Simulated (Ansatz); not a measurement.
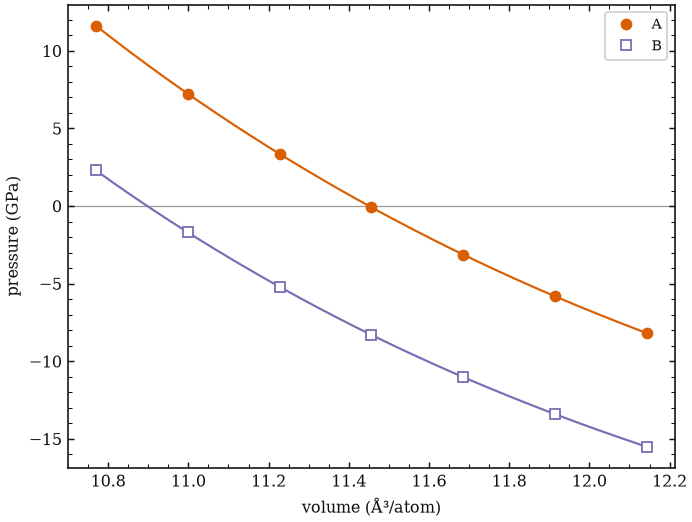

Plotted: pressure against volume, with one curve for each functional, for Cu (space group P6_3/mmc). The labels are replaced by letters. In alphabetical order the cases are: LDA; r2SCAN.

Calculation (Ansatz 0.2.0): plane-wave DFT, no spin polarisation; energies at scaled volumes of the given cell, shape and fractions fixed, counted from the fit's minimum, third-order Birch-Murnaghan fit. All runs: no spin polarisation.

- k mesh: 12×12×4
- occupations: Fermi–Dirac
- smearing width: 0.05 eV
- potentials: Ansatz PAW

### Which letter stands for which functional?

A: r2SCAN; B: LDA.

Caveats: shape and atomic fractions are frozen while scaling, which makes layered, chain and framework solids too stiff.
